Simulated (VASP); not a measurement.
# Geometry relaxation of SiC (part 3 of 4)

SiC (8 atoms in the cell); Kohn-Sham DFT of a periodic cell, LDA, VASP PAW LDA potentials, recommended, no spin polarisation (VASP 6.6.1); cutoff 600 eV, 8×5×5 k-mesh, Gaussian smearing of 0.02 eV. The structure was built on a prototype by a generator; it need not be a known phase.

Geometry of the input (Å; fractional positions):
```
3.1405  0.0000  0.0000
0.0000  5.0875  0.0000
0.0000  0.0000  5.2363
Si 0.0000  0.0000  0.3333
Si 0.5000  0.0000  0.8333
Si 0.5000  0.5000  0.1667
Si 0.0000  0.5000  0.6667
C  0.0000  0.6220  0.3333
C  0.5000  0.6220  0.8333
C  0.5000  0.1220  0.1667
C  0.0000  0.1220  0.6667
```

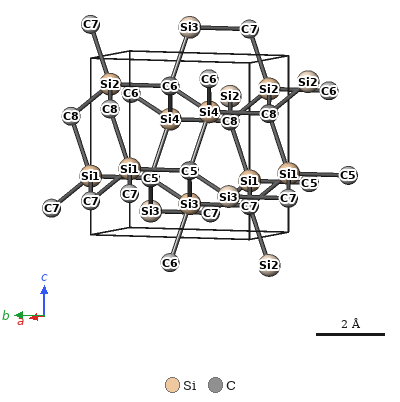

*The geometry at step 2 of the log (ball-and-stick view of the cell of the calculation, seen at an oblique angle; neighbours outside the cell are drawn fainter; atoms are numbered from 1 in the order of the input).*

**Parts of OUTCAR, continued**
```
--------------------------------------- Ionic step        6  -------------------------------------------

 number of electron      32.0000002 magnetization

------------------------ aborting loop because EDIFF is reached ----------------------------------------

  FORCE on cell =-STRESS in cart. coord.  units (eV):
  Direction    XX          YY          ZZ          XY          YZ          ZX
  --------------------------------------------------------------------------------------
  -------------------------------------------------------------------------------------
  Total       -6.8851774     -4.4026966      0.0529282      0.0000000      0.0000000      0.0000000
  in kB     -131.3387101    -83.9839643      1.0096357      0.0000000      0.0000000      0.0000000
  external PRESSURE =     -71.4376796 kB  Pullay stress =       0.0000000 kB

 VOLUME and BASIS-vectors are now :
 -----------------------------------------------------------------------------
  energy-cutoff  :      600.00
  volume of cell :       83.99
      direct lattice vectors                 reciprocal lattice vectors
     3.140456503  0.000000000  0.000000000     0.318425044  0.000000000  0.000000000
     0.000000000  5.087539535  0.000000000     0.000000000  0.196558669  0.000000000
     0.000000000  0.000000000  5.256932348     0.000000000  0.000000000  0.190225008

 POSITION                                       TOTAL-FORCE (eV/Angst)
 -----------------------------------------------------------------------------------
      0.00000      5.08071      1.74642        -0.000000      0.012295      0.014855
      1.57023      5.08071      4.37489         0.000000      0.012295      0.014855
      1.57023      2.53694      0.88205         0.000000      0.012295     -0.014855
      0.00000      2.53694      3.51051        -0.000000      0.012295     -0.014855
      0.00000      3.17127      1.74259         0.000000     -0.012295     -0.031192
      1.57023      3.17127      4.37106        -0.000000     -0.012295     -0.031192
      1.57023      0.62750      0.88587        -0.000000     -0.012295      0.031192
      0.00000      0.62750      3.51434         0.000000     -0.012295      0.031192
 -----------------------------------------------------------------------------------
    total drift:                                0.000000     -0.000694     -0.000001

  FREE ENERGIE OF THE ION-ELECTRON SYSTEM (eV)
  ---------------------------------------------------
  free  energy   TOTEN  =       -66.4389141059 eV

  energy  without entropy=      -66.4389141059  energy(sigma->0) =      -66.43891411

--------------------------------------- Ionic step        7  -------------------------------------------

 number of electron      32.0000002 magnetization

------------------------ aborting loop because EDIFF is reached ----------------------------------------

  FORCE on cell =-STRESS in cart. coord.  units (eV):
  Direction    XX          YY          ZZ          XY          YZ          ZX
  --------------------------------------------------------------------------------------
  -------------------------------------------------------------------------------------
  Total       -6.8418641     -4.4163837      0.0405686      0.0000000      0.0000000      0.0000000
  in kB     -130.5199546    -84.2498764      0.7739129      0.0000000      0.0000000      0.0000000
  external PRESSURE =     -71.3319727 kB  Pullay stress =       0.0000000 kB

 VOLUME and BASIS-vectors are now :
 -----------------------------------------------------------------------------
  energy-cutoff  :      600.00
  volume of cell :       83.99
      direct lattice vectors                 reciprocal lattice vectors
     3.140456503  0.000000000  0.000000000     0.318425044  0.000000000  0.000000000
     0.000000000  5.087539535  0.000000000     0.000000000  0.196558669  0.000000000
     0.000000000  0.000000000  5.256631452     0.000000000  0.000000000  0.190235897

 POSITION                                       TOTAL-FORCE (eV/Angst)
 -----------------------------------------------------------------------------------
      3.14046      5.08091      1.74711         0.000000      0.005477      0.022966
      1.57023      5.08091      4.37542         0.000000      0.005477      0.022966
      1.57023      2.53715      0.88121         0.000000      0.005477     -0.022966
      0.00000      2.53715      3.50952         0.000000      0.005477     -0.022966
      0.00000      3.17107      1.74079        -0.000000     -0.005477     -0.011460
      1.57023      3.17107      4.36910        -0.000000     -0.005477     -0.011460
      1.57023      0.62730      0.88753        -0.000000     -0.005477      0.011460
      0.00000      0.62730      3.51585        -0.000000     -0.005477      0.011460
 -----------------------------------------------------------------------------------
    total drift:                               -0.000000     -0.000188     -0.000001

  FREE ENERGIE OF THE ION-ELECTRON SYSTEM (eV)
  ---------------------------------------------------
  free  energy   TOTEN  =       -66.4391327890 eV

  energy  without entropy=      -66.4391327890  energy(sigma->0) =      -66.43913279

--------------------------------------- Ionic step        8  -------------------------------------------

 number of electron      32.0000002 magnetization

------------------------ aborting loop because EDIFF is reached ----------------------------------------

  FORCE on cell =-STRESS in cart. coord.  units (eV):
  Direction    XX          YY          ZZ          XY          YZ          ZX
  --------------------------------------------------------------------------------------
  -------------------------------------------------------------------------------------
  Total       -6.7849388     -4.4350515      0.0154283      0.0000000      0.0000000      0.0000000
  in kB     -129.4437463    -84.6123602      0.2943428      0.0000000      0.0000000      0.0000000
  external PRESSURE =     -71.2539212 kB  Pullay stress =       0.0000000 kB

 VOLUME and BASIS-vectors are now :
 -----------------------------------------------------------------------------
  energy-cutoff  :      600.00
  volume of cell :       83.98
      direct lattice vectors                 reciprocal lattice vectors
     3.140456503  0.000000000  0.000000000     0.318425044  0.000000000  0.000000000
     0.000000000  5.087539535  0.000000000     0.000000000  0.196558669  0.000000000
     0.000000000  0.000000000  5.256236106     0.000000000  0.000000000  0.190250206

 POSITION                                       TOTAL-FORCE (eV/Angst)
 -----------------------------------------------------------------------------------
      0.00000      5.08118      1.74801        -0.000000     -0.003373      0.033743
      1.57023      5.08118      4.37613         0.000000     -0.003373      0.033743
      1.57023      2.53741      0.88011         0.000000     -0.003373     -0.033743
      0.00000      2.53741      3.50823        -0.000000     -0.003373     -0.033743
      0.00000      3.17081      1.73841        -0.000000      0.003373      0.014494
      1.57023      3.17081      4.36653        -0.000000      0.003373      0.014494
      1.57023      0.62704      0.88971         0.000000      0.003373     -0.014494
      0.00000      0.62704      3.51782        -0.000000      0.003373     -0.014494
 -----------------------------------------------------------------------------------
    total drift:                                0.000000     -0.000081     -0.000001

  FREE ENERGIE OF THE ION-ELECTRON SYSTEM (eV)
  ---------------------------------------------------
  free  energy   TOTEN  =       -66.4392400460 eV

  energy  without entropy=      -66.4392400460  energy(sigma->0) =      -66.43924005

--------------------------------------- Ionic step        9  -------------------------------------------

 number of electron      32.0000002 magnetization

 Free energy of the ion-electron system (eV)
  ---------------------------------------------------
  ext. energy  EPLUGINS =         0.00000000
  ---------------------------------------------------
  free energy    TOTEN  =       -66.43937056 eV

  energy without entropy =      -66.43937056  energy(sigma->0) =      -66.43937056

 E-fermi :   8.3049     XC(G=0): -11.4881     alpha+bet :-16.3816

 val. band max:        8.1910036303   @ k =   0.0000   0.0000   0.0000
 cond. band min:      10.2843883621   @ k =   0.3750   0.0000   0.0000
 fundamental gap:      2.0933847318
 Fermi energy:         8.3049242877

 k-point     1 :       0.0000    0.0000    0.0000
  band No.  band energies     occupation
      1      -7.3201      2.00000
      2      -3.8345      2.00000
      3      -3.7905      2.00000
      4      -2.4591      2.00000
      5      -0.6023      2.00000
      6       0.4906      2.00000
      7       1.8429      2.00000
      8       2.7414      2.00000
      9       4.4468      2.00000
     10       4.8510      2.00000
     11       6.5732      2.00000
     12       6.5822      2.00000
     13       6.9384      2.00000
     14       7.9016      2.00000
     15       7.9159      2.00000
     16       8.1910      2.00000
     17      10.2931      0.00000
     18      11.9469      0.00000
     19      12.6560      0.00000
     20      14.0160      0.00000
     21      14.3235      0.00000

 k-point     2 :       0.1250    0.0000    0.0000
  band No.  band energies     occupation
      1      -7.1252      2.00000
      2      -3.6641      2.00000
      3      -3.6233      2.00000
      4      -2.4244      2.00000
      5      -0.4250      2.00000
      6       0.6763      2.00000
      7       1.9398      2.00000
      8       2.7735      2.00000
      9       3.6068      2.00000
     10       4.7982      2.00000
     11       5.5993      2.00000
     12       5.7741      2.00000
     13       6.4194      2.00000
     14       7.3382      2.00000
     15       7.7535      2.00000
     16       7.9953      2.00000
     17      11.3560      0.00000
     18      11.7080      0.00000
     19      13.5152      0.00000
     20      13.9300      0.00000
     21      14.4342      0.00000

 k-point     3 :       0.2500    0.0000    0.0000
  band No.  band energies     occupation
      1      -6.5489      2.00000
      2      -3.1774      2.00000
      3      -3.1465      2.00000
      4      -2.5121      2.00000
      5       0.0780      2.00000
      6       1.1944      2.00000
      7       1.9001      2.00000
      8       2.0277      2.00000
      9       3.6081      2.00000
     10       3.8400      2.00000
     11       4.4690      2.00000
     12       4.5099      2.00000
     13       5.0172      2.00000
     14       6.1986      2.00000
     15       7.2783      2.00000
     16       7.3075      2.00000
     17      10.3881      0.00000
     18      13.8028      0.00000
     19      13.8064      0.00000
     20      14.4568      0.00000
     21      14.8174      0.00000

 k-point     4 :       0.3750    0.0000    0.0000
  band No.  band energies     occupation
      1      -5.6225      2.00000
      2      -3.2165      2.00000
      3      -2.4948      2.00000
      4      -2.4792      2.00000
      5       0.7086      2.00000
      6       1.4036      2.00000
      7       1.4405      2.00000
      8       2.2184      2.00000
      9       2.4542      2.00000
     10       3.4389      2.00000
     11       3.6564      2.00000
     12       4.3288      2.00000
     13       4.3850      2.00000
     14       4.8046      2.00000
     15       6.2561      2.00000
     16       6.4450      2.00000
     17      10.2844      0.00000
     18      12.4906      0.00000
     19      14.2007      0.00000
     20      15.0903      0.00000
     21      15.4273      0.00000

 k-point     5 :       0.5000    0.0000    0.0000
  band No.  band energies     occupation
      1      -4.4304      2.00000
      2      -4.4304      2.00000
      3      -2.0742      2.00000
      4      -2.0742      2.00000
      5       0.8398      2.00000
      6       0.8398      2.00000
      7       2.1279      2.00000
      8       2.1279      2.00000
      9       2.6262      2.00000
     10       2.6262      2.00000
     11       3.4071      2.00000
     12       3.4071      2.00000
     13       5.1442      2.00000
     14       5.1442      2.00000
     15       5.3968      2.00000
     16       5.3968      2.00000
     17      11.1104      0.00000
     18      11.1104      0.00000
     19      15.0496      0.00000
     20      15.0496      0.00000
     21      15.6614      0.00000

 [... the levels of 18 k-points are left out ...]

 k-point    24 :       0.3750    0.2000    0.2000
  band No.  band energies     occupation
      1      -5.2820      2.00000
      2      -3.4215      2.00000
      3      -2.9464      2.00000
      4      -2.4387      2.00000
      5       0.3596      2.00000
      6       0.8368      2.00000
      7       1.4049      2.00000
      8       2.5148      2.00000
      9       2.6767      2.00000
     10       3.1695      2.00000
     11       4.2410      2.00000
     12       4.5877      2.00000
     13       4.8541      2.00000
     14       5.4436      2.00000
     15       6.3534      2.00000
     16       6.6574      2.00000
     17      11.3688      0.00000
     18      12.0001      0.00000
     19      12.8480      0.00000
     20      14.3646      0.00000
     21      14.4062      0.00000

 [... further k-points ...]

------------------------ aborting loop because EDIFF is reached ----------------------------------------

  FORCE on cell =-STRESS in cart. coord.  units (eV):
  Direction    XX          YY          ZZ          XY          YZ          ZX
  --------------------------------------------------------------------------------------
  -------------------------------------------------------------------------------------
  Total       -6.8064302     -4.4361534      0.0393930      0.0000000      0.0000000      0.0000000
  in kB     -129.8500848    -84.6309864      0.7515226      0.0000000      0.0000000      0.0000000
  external PRESSURE =     -71.2431829 kB  Pullay stress =       0.0000000 kB

 VOLUME and BASIS-vectors are now :
 -----------------------------------------------------------------------------
  energy-cutoff  :      600.00
  volume of cell :       83.98
      direct lattice vectors                 reciprocal lattice vectors
     3.140456503  0.000000000  0.000000000     0.318425044  0.000000000  0.000000000
     0.000000000  5.087539535  0.000000000     0.000000000  0.196558669  0.000000000
     0.000000000  0.000000000  5.256384893     0.000000000  0.000000000  0.190244820

 POSITION                                       TOTAL-FORCE (eV/Angst)
 -----------------------------------------------------------------------------------
      3.14046      5.08120      1.74989         0.000000     -0.004521      0.008030
      1.57023      5.08120      4.37808         0.000000     -0.004521      0.008030
      1.57023      2.53743      0.87831         0.000000     -0.004521     -0.008030
      0.00000      2.53743      3.50650         0.000000     -0.004521     -0.008030
      0.00000      3.17079      1.73772        -0.000000      0.004521      0.002205
      1.57023      3.17079      4.36591        -0.000000      0.004521      0.002205
      1.57023      0.62702      0.89047        -0.000000      0.004521     -0.002205
      0.00000      0.62702      3.51866        -0.000000      0.004521     -0.002205
 -----------------------------------------------------------------------------------
    total drift:                               -0.000000     -0.000402     -0.000001

  FREE ENERGIE OF THE ION-ELECTRON SYSTEM (eV)
  ---------------------------------------------------
  free  energy   TOTEN  =       -66.4393705577 eV

  energy  without entropy=      -66.4393705577  energy(sigma->0) =      -66.43937056

 reached required accuracy - stopping structural energy minimisation
```

**CONTCAR**
```
SiC
   1.00000000000000
     3.1404565028000002    0.0000000000000000    0.0000000000000000
     0.0000000000000000    5.0875395346000003    0.0000000000000000
     0.0000000000000000    0.0000000000000000    5.2563848931899280
  Si              C
     4     4
Direct
     1.0000000000000000    0.9987546349211140    0.3329066609243895
     0.5000000000000000    0.9987546349211140    0.8329066609243895
     0.5000000000000000    0.4987546349211141    0.1670933390756106
     0.0000000000000000    0.4987546349211141    0.6670933390756105
     0.0000000000000000    0.6232453650788858    0.3305925829378974
     0.5000000000000000    0.6232453650788858    0.8305925829378975
     0.5000000000000000    0.1232453650788858    0.1694074170621026
     0.0000000000000000    0.1232453650788858    0.6694074170621025

  0.00000000E+00  0.00000000E+00  0.00000000E+00
  0.00000000E+00  0.00000000E+00  0.00000000E+00
  0.00000000E+00  0.00000000E+00  0.00000000E+00
  0.00000000E+00  0.00000000E+00  0.00000000E+00
  0.00000000E+00  0.00000000E+00  0.00000000E+00
  0.00000000E+00  0.00000000E+00  0.00000000E+00
  0.00000000E+00  0.00000000E+00  0.00000000E+00
  0.00000000E+00  0.00000000E+00  0.00000000E+00
```

**Trajectory as extended XYZ (Å, eV, eV/Å), 9 frames, from step=0 to step=8**
```
8
Lattice="3.1405 0.0000 0.0000 0.0000 5.0875 0.0000 0.0000 0.0000 5.2363" Properties=species:S:1:pos:R:3:forces:R:3 step=0 energy=-66.41734
Si    0.0000    0.0000    1.7454    0.0000  -0.2455  -0.3068
Si    1.5702    0.0000    4.3635    0.0000  -0.2455  -0.3068
Si    1.5702    2.5438    0.8727    0.0000  -0.2455   0.3068
Si    0.0000    2.5438    3.4908    0.0000  -0.2455   0.3068
C     0.0000    3.1644    1.7454    0.0000   0.2455  -0.3691
C     1.5702    3.1644    4.3635    0.0000   0.2455  -0.3691
C     1.5702    0.6207    0.8727    0.0000   0.2455   0.3691
C     0.0000    0.6207    3.4908    0.0000   0.2455   0.3691
8
Lattice="3.1405 0.0000 0.0000 0.0000 5.0875 0.0000 0.0000 0.0000 5.3041" Properties=species:S:1:pos:R:3:forces:R:3 step=1 energy=-66.40864
Si    0.0000    5.0757    1.7530    0.0000   0.2227   0.3597
Si    1.5702    5.0757    4.4051    0.0000   0.2227   0.3597
Si    1.5702    2.5319    0.8990    0.0000   0.2227  -0.3597
Si    0.0000    2.5319    3.5511    0.0000   0.2227  -0.3597
C     0.0000    3.1763    1.7500    0.0000  -0.2227   0.3115
C     1.5702    3.1763    4.4020    0.0000  -0.2227   0.3115
C     1.5702    0.6325    0.9021    0.0000  -0.2227  -0.3115
C     0.0000    0.6325    3.5541    0.0000  -0.2227  -0.3115
8
Lattice="3.1405 0.0000 0.0000 0.0000 5.0875 0.0000 0.0000 0.0000 5.2665" Properties=species:S:1:pos:R:3:forces:R:3 step=2 energy=-66.43825
Si    0.0000    5.0823    1.7488    0.0000  -0.0317   0.0229
Si    1.5702    5.0823    4.3820    0.0000  -0.0317   0.0229
Si    1.5702    2.5385    0.8845    0.0000  -0.0317  -0.0229
Si    0.0000    2.5385    3.5178    0.0000  -0.0317  -0.0229
C     0.0000    3.1697    1.7474    0.0000   0.0317  -0.0325
C     1.5702    3.1697    4.3806    0.0000   0.0317  -0.0325
C     1.5702    0.6260    0.8859    0.0000   0.0317   0.0325
C     0.0000    0.6260    3.5191    0.0000   0.0317   0.0325
8
Lattice="3.1405 0.0000 0.0000 0.0000 5.0875 0.0000 0.0000 0.0000 5.2659" Properties=species:S:1:pos:R:3:forces:R:3 step=3 energy=-66.43825
Si    0.0000    5.0824    1.7487    0.0000  -0.0357   0.0169
Si    1.5702    5.0824    4.3816    0.0000  -0.0357   0.0169
Si    1.5702    2.5386    0.8843    0.0000  -0.0357  -0.0169
Si    0.0000    2.5386    3.5172    0.0000  -0.0357  -0.0169
C     0.0000    3.1696    1.7473    0.0000   0.0357  -0.0382
C     1.5702    3.1696    4.3803    0.0000   0.0357  -0.0382
C     1.5702    0.6259    0.8856    0.0000   0.0357   0.0382
C     0.0000    0.6259    3.5186    0.0000   0.0357   0.0382
8
Lattice="3.1405 0.0000 0.0000 0.0000 5.0875 0.0000 0.0000 0.0000 5.2574" Properties=species:S:1:pos:R:3:forces:R:3 step=4 energy=-66.43891
Si    0.0000    5.0808    1.7465    0.0000   0.0101   0.0149
Si    1.5702    5.0808    4.3752    0.0000   0.0101   0.0149
Si    1.5702    2.5370    0.8822    0.0000   0.0101  -0.0149
Si    0.0000    2.5370    3.5108    0.0000   0.0101  -0.0149
C     3.1405    3.1712    1.7428    0.0000  -0.0101  -0.0312
C     1.5702    3.1712    4.3715    0.0000  -0.0101  -0.0312
C     1.5702    0.6274    0.8859    0.0000  -0.0101   0.0312
C     3.1405    0.6274    3.5145    0.0000  -0.0101   0.0312
```
